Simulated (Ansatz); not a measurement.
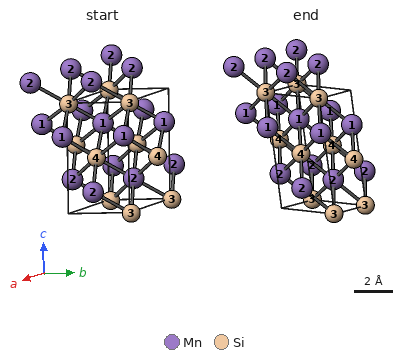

The structure of a crystal of MnSi (a generated structure, set up in P1) (coarse preliminary run) before (left) and after (right) a relaxation, at one scale.

Style: ball-and-stick. Shown: the cell of the calculation, reduced to other axes, from a free direction. Lengths and directions refer to the drawn axes.

Computed with Ansatz, DFT PBE, scalar-relativistic, plane waves, PAW. Settings: plane-wave cutoff 420 eV; k-point mesh 8 × 8 × 8; occupations gaussian; smearing width 0.2 eV; collinear spin; cell and atoms relaxed; force threshold 0.025 eV/Å; at most 60 steps.

**Summarise the run.**

The run was cut off at its time limit before the relaxation converged, so the last structure is only a point on the way. Over 5 geometry steps the energy falls by 0.625 eV per cell of the calculation. The largest force component goes from 1.1 to 0.27 eV/Å. Pressure: 1.28 GPa at the start and −9.43 GPa at the end. Si3 moves most relative to the cell: 0.14 Å along [1 −3 1]. Largest moves by element: Si 0.14 Å, Mn 0.06 Å. The drawn cell changes as follows: a 3.340 → 3.001 Å (−10.2 %), b 3.385 → 3.031 Å (−10.5 %), c 5.964 → 6.274 Å (+5.2 %), α 90.8° → 104.2°, β 106.0° → 97.3°, γ 117.8° → 104.4°; the volume changes by −7.1 %. Near-neighbour distances that change, for instance: Si3–Si3 3.385 → 3.031 Å, Si3–Si3 (another image) 3.340 → 3.001 Å, Mn1–Si4 2.555 → 2.382 Å, Mn1–Si3 2.283 → 2.447 Å. Among the angles between lasting bonds that change: Mn1–Si3–Mn2 87.6° → 103.5°, Mn1–Si3–Mn1 91.2° → 75.7°, Si3–Mn1–Si3 91.2° → 75.7°. The space group stays P1 (No. 1). Cost: 5.3 min on 1 thread of Intel(R) Xeon(R) 6975P-C (Granite Rapids), with other jobs on the host, peak memory 0.95 GiB.
